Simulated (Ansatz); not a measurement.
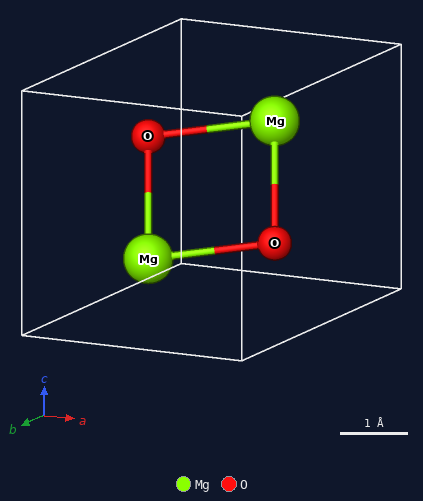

Lattice vibrations of a crystal of MgO relaxed at 7 GPa, at the zone centre. A ball-and-stick model of the cell of the calculation, seen from a free direction.

Level of theory: DFT PBEsol, scalar-relativistic, plane waves, PAW (Ansatz 0.2.0).

Input file:
```yaml
crystal:
  lattice:
    - [3.4353081984, 0.0, 0.0]
    - [-1.7176540992, 2.9750641697, 0.0]
    - [0.0, 0.0, 4.1325902751]
  atoms:
    - { symbol: Mg, position: [0.6666666667, 0.3333333333, 0.75] }
    - { symbol: Mg, position: [0.3333333333, 0.6666666667, 0.25] }
    - { symbol: O, position: [0.6666666667, 0.3333333333, 0.25] }
    - { symbol: O, position: [0.3333333333, 0.6666666667, 0.75] }
basis:
  ecutwfc: 420
kpoints:
  mp_grid: { grid: [12, 12, 6] }
hamiltonian:
  xc: pbesol
scf:
  occupations: { method: fixed }
output:
  eigenvalues: true
phonons:
  method: dfpt
  dielectric: true
  rigid_motions: translations
  eigenvectors: true
```

Command:
```bash
ansatz run input.yaml --threads 1 --pin off --max-ram 3072MiB --backend cpu --events-out ev --progress --plain --runs-dir out
```

Frequencies are those without the non-analytic (LO–TO) term.

**Which optical modes does it have, at what frequencies, and is it stable there?**

The calculation's cell holds 4 atoms, so there are 9 optical modes, in 6 levels. The optical modes span 2E₂g + A₂u + 2B₁g + E₁u. No level is unstable.

```csv
level,symmetry,frequency (cm⁻¹),activity
1,E₂g,294,Raman-active
2,A₂u,414,infrared-active
3,B₁g,426,silent
4,E₁u,534,infrared-active
5,E₂g,546,Raman-active
6,B₁g,568,silent
```

The displacement patterns (one member of each degenerate set):

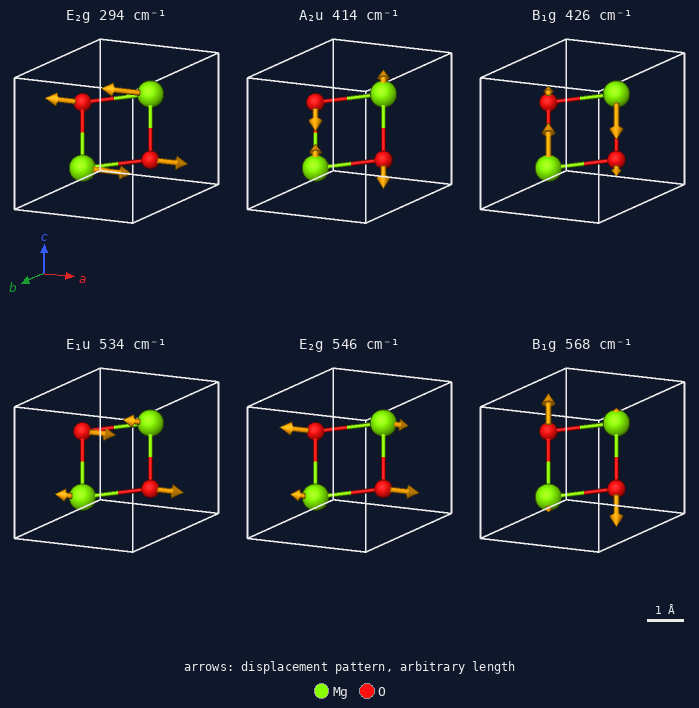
